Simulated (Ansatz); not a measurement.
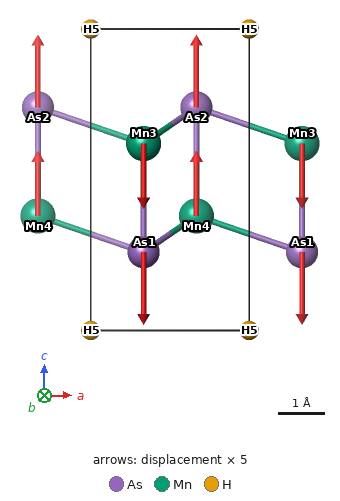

A relaxation of solid Mn$_{2}$As$_{2}$H (a generated structure, set up in P-3m1). The starting structure is drawn; red arrows show the displacements (the part carried along by the change of the cell is left out), 5 times their true length.

A ball-and-stick model of the cell of the calculation, reduced to other axes, seen along the b axis. Lengths and directions refer to the drawn axes.

Method: DFT, PAW plane waves, PBE in Ansatz 0.2.0.

The input:
```yaml
crystal:
  lattice:
    - [1.991577, 3.44951, 0.0]
    - [-1.991577, 3.44951, 0.0]
    - [0.0, 0.0, 6.563817]
  atoms:
    - { symbol: As, position: [0.3333, 0.3334, 0.26] }
    - { symbol: As, position: [0.6667, 0.6666, 0.74] }
    - { symbol: Mn, position: [0.3333, 0.3334, 0.62] }
    - { symbol: Mn, position: [0.6667, 0.6666, 0.38] }
    - { symbol: H, position: [0.0, 0.0, 0.0] }
  symmetry: { tolerance: 0.0003 }
kpoints:
  mp_grid: { grid: [5, 5, 3], shift: [0, 0, 0] }
magnetization:
  spin_polarized: false
scf:
  occupations: { method: fermi_dirac, width: 0.1255 }
hamiltonian:
  pseudopotentials: { kind: paw }
  xc: pbe
basis:
  ecutwfc: 420
output:
  forces: true
  stress: true
  eigenvalues: true
relax:
  max_steps: 40
  cell: {}
```

Run as
```bash
ansatz run input.yaml --threads 1 --pin off --max-ram 2560MiB --backend cpu --events-out ev --progress --plain --runs-dir out
```

### Describe the change and its energy.

The largest moves relative to the cell, 0.32 Å, are those of As1 and As2. As1 goes along −c. Largest moves by element: As 0.32 Å, Mn 0.28 Å. H stays in place. The volume changes by −23.0 %, with a = b 3.983 → 3.388 Å (−14.9 %), c 6.564 → 6.991 Å (+6.5 %). Among the contacts that change: Mn3–Mn4 2.787 → 2.248 Å, As1–Mn3 2.363 → 2.550 Å. New bonds form: Mn3–Mn4 (2.79 → 2.25 Å). Among the angles between lasting bonds that change: As2–Mn3–As2 110.0° → 88.4°, Mn4–As1–Mn4 110.0° → 88.4°, As1–Mn3–As2 108.9° → 126.4°. The space group stays P-3m1 (No. 164). Over 8 accepted moves (11 points after the start) the energy falls by 308 meV per atom. The largest force component goes from 0.4 to 0.00043 eV/Å. Pressure: −9.63 GPa at the start and 0.01 GPa at the end. The line search rejected the trial step at point 7 of the run. The SCF was repeated twice at an unchanged geometry on a basis and grid sized afresh for the cell, which shifted the energy by 0.6 meV per atom at most.
